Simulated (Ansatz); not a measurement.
System: LiF.

```
Li F
1.0
     2.01400    0.00000    2.01400
     2.01400    0.00000   -2.01400
     0.00000    4.08842    0.00000
Li F
2 2
Direct
  0.00000 0.00000 0.00000
  0.50000 0.50000 0.50000
  0.50000 0.50000 0.00000
  0.00000 0.00000 0.50000
```

Space group I4/mmm; changed on purpose from its base cell (strain +0.0150 x Voigt [0, 1, 0, 0, 0, 0], atoms carried along); computed pressure about −3 GPa in this cell.

Method: DFT r2SCAN, scalar-relativistic, plane waves, PAW in Ansatz.

Q: Predict the valence pseudo-density between the atoms.

A: Li–F (2.01 Å): the density is about 0.26 e/Å³ at the midpoint.

Q: Metal or insulator at this level of theory?

A: It is gapped, with a Kohn–Sham gap of 9.9 eV on the k-point mesh (the band edges may lie off the mesh, which would make the gap smaller).

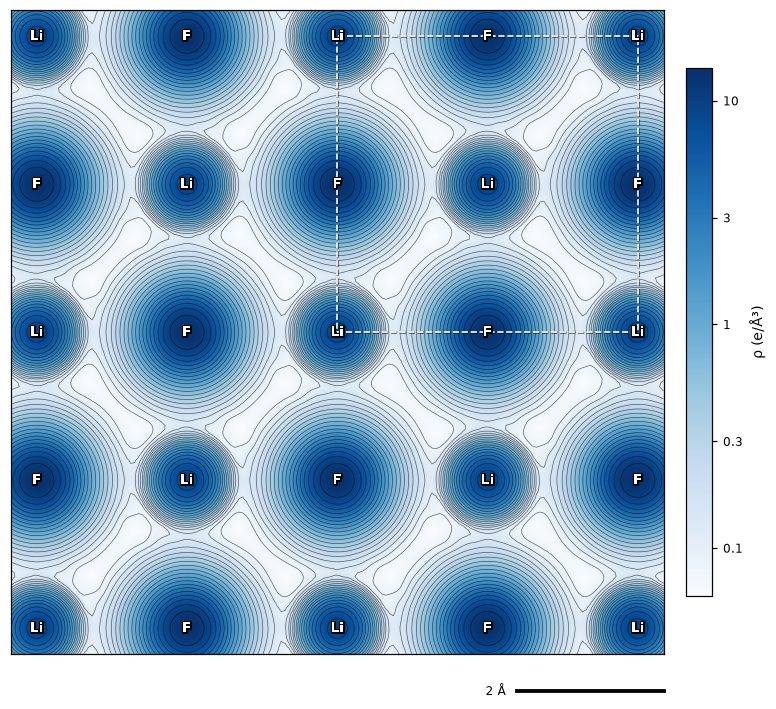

Computed valence pseudo-density on the (110) plane of the conventional cell. 

Core electrons are frozen (PAW), and the valence fields are smoothed inside the atomic spheres.
